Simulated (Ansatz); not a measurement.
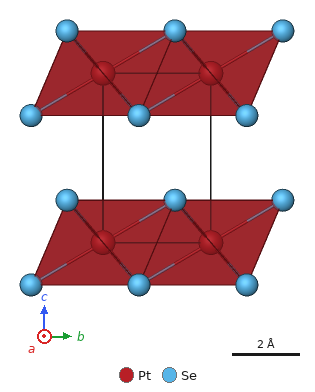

Starting structure of a crystal of PtSe2 (set up in P-3m1). A polyhedral model of the cell of the calculation, seen along the a axis.

Level of theory: DFT PBEsol, scalar-relativistic, plane waves, PAW (Ansatz 0.2.0).

Input file:
```yaml
crystal:
  lattice:
    - [3.7240006046, 0.0, 0.0]
    - [-1.8620003023, 3.2250791273, 0.0]
    - [0.0, 0.0, 5.062]
  atoms:
    - { symbol: Pt, position: [0.0, 0.0, 0.0] }
    - { symbol: Se, position: [0.3333333333, 0.6666666667, 0.25] }
    - { symbol: Se, position: [0.6666666667, 0.3333333333, 0.75] }
basis:
  ecutwfc: 420
kpoints:
  mp_grid: { grid: [12, 12, 8] }
hamiltonian:
  xc: pbesol
scf:
  occupations: { method: gaussian, width: 0.1 }
output:
  forces: true
  stress: true
  eigenvalues: true
  write_density: true
  write_potential: true
  elf: true
  volumetric_format: npy
relax:
  adjacent_minimum: "off"
  f_tol: 0.005
  max_steps: 80
  cell: { stress_tol: 0.05 }
```

Command:
```bash
ansatz run input.yaml --threads 1 --pin off --max-ram 3072MiB --backend cpu --events-out ev --progress --plain --runs-dir out
```

**Where does the relaxation end?**

Over 4 accepted moves (5 points after the start) the energy falls by 19.0 meV per cell of the calculation. Largest force component: 0.3 eV/Å at the start, 0.0014 eV/Å at the end. Pressure: 2.13 GPa at the start and −0.02 GPa at the end. The SCF was repeated once at an unchanged geometry on a basis and grid sized afresh for the cell, which shifted the energy by 0.2 meV per cell of the calculation at most. The largest moves relative to the cell, 0.052 Å, are those of Se2 and Se3. Se2 goes along +c. Pt stays in place. Cell: a = b 3.724 → 3.761 Å (+1.0 %), c 5.062 → 4.863 Å (−3.9 %). Volume −2.0 %. Some distances before and after: Pt1–Se2 2.495 → 2.514 Å. The space group stays P-3m1 (No. 164). Cost: 36 s on 1 thread of Intel(R) Xeon(R) 6975P-C (Granite Rapids), with other jobs on the host, peak memory 0.52 GiB.

After the run, drawn alike:

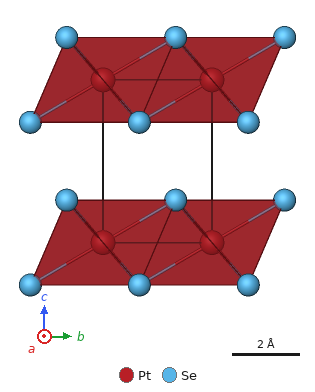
